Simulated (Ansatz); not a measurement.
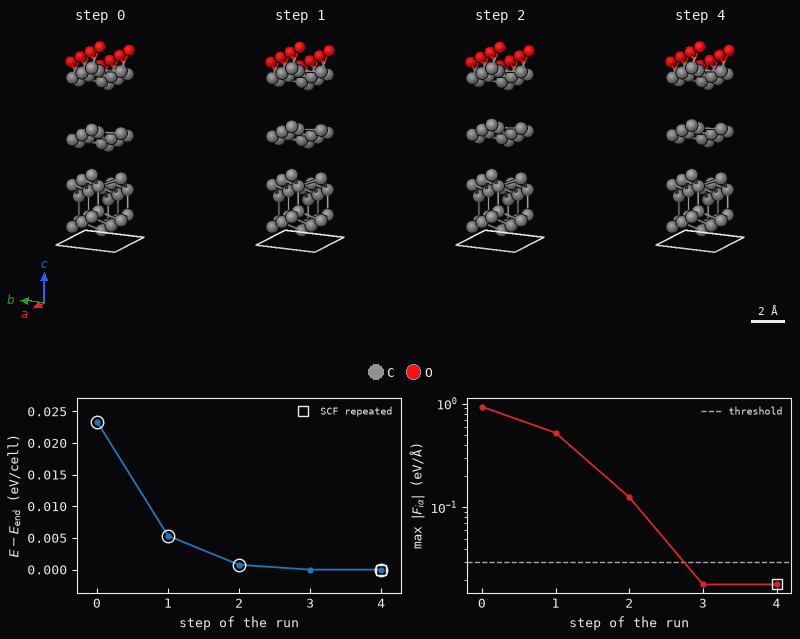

Frames of a constrained relaxation of a slab of composition C$_{8}$O (cut from the P6_3/mmc phase), marked on the history of the run. The picture is a ball-and-stick view of the 3 × 2 repeat of the cell, outlined in the plane, without the vacuum, seen from a free direction.

Case: O put at a bridge C-C site. The slab is the (0 0 1) face of C with O on it. 4 atoms are held fixed.

Method: DFT PBEsol, scalar-relativistic, plane waves, PAW (Ansatz).

The input:
```yaml
crystal:
  lattice:
    - [2.4988149563, 0.0, 0.0]
    - [-1.2494074781, 2.1640372315, 0.0]
    - [0.0, 0.0, 25.763868273]
  atoms:
    - { symbol: C, position: [0.3333333333, 0.6666666667, 0.3299194015] }
    - { symbol: C, position: [0.6666666667, 0.3333333333, 0.3502041956] }
    - { symbol: C, position: [0.6666666667, 0.3333333333, 0.4106688376] }
    - { symbol: C, position: [0.3333333333, 0.6666666667, 0.4309536318] }
    - { symbol: C, position: [0.3333333333, 0.6666666667, 0.5397810781] }
    - { symbol: C, position: [0.6666666667, 0.3333333333, 0.540366199] }
    - { symbol: C, position: [0.6666666667, 0.3333333333, 0.6885465462] }
    - { symbol: C, position: [0.3333333333, 0.6666666667, 0.6885500108] }
    - { symbol: O, position: [0.0, 0.5, 0.7366794294], spin: 2.0 }
basis:
  ecutwfc: 420
kpoints:
  mp_grid: { grid: [12, 12, 1] }
hamiltonian:
  xc: pbesol
scf:
  occupations: { method: gaussian, width: 0.05 }
output:
  forces: true
  eigenvalues: true
  populations: true
magnetization:
  spin_polarized: true
relax:
  adjacent_minimum: "off"
  f_tol: 0.03
  max_steps: 70
  constraints: [{ sites: [0, 1, 2, 3] }]
efield:
  axis: 3
  dipole_correction: true
  ramp_width: 0.04
```

Run as
```bash
ansatz run input.yaml --threads 2 --pin off --max-ram 5120MiB --backend cpu --events-out ev --progress --plain --runs-dir out
```

Question: What happens along the run?

Answer: After 3 accepted moves (4 points after the start) the energy has fallen by 23.4 meV per cell of the calculation. The largest force component goes from 0.94 to 0.018 eV/Å. 1 step only repeated the SCF at the same geometry. C5 moves most: 0.27 Å along the normal (+c). O stays in place. The cell stays as it was. Among the contacts that change: C7–C8 1.443 → 1.425 Å, C7–O9 1.435 → 1.421 Å, C7–C8 (another image) 1.443 → 1.452 Å. The program noted that the starting moments weren't kept. The run may lie on a higher electronic state than the lowest, so the end point isn't shown to be the ground-state structure. The run took 100 s on 2 threads of Intel(R) Xeon(R) 6975P-C (Granite Rapids), on a shared host, peak memory 0.96 GiB. From step 0 to 1: C atoms move most (0.19 Å), energy −18.1 meV per cell of the calculation. From step 1 to 2: C5 moves most (0.11 Å), energy −4.6 meV per cell of the calculation. From step 2 to 4: C5 moves most (0.03 Å), energy −0.8 meV per cell of the calculation.

```tsv
step	E − E(0), meV/atom	largest force component, eV/Å	note
0	0.00	0.9350	
1	-2.01	0.5239	
2	-2.52	0.1255	
3	-2.60	0.0181	
4	-2.60	0.0181	same geometry, SCF repeated
```

Limits of the set-up: the periodic images lie only 2.5 Å apart, so the values are limited by the cell's size.
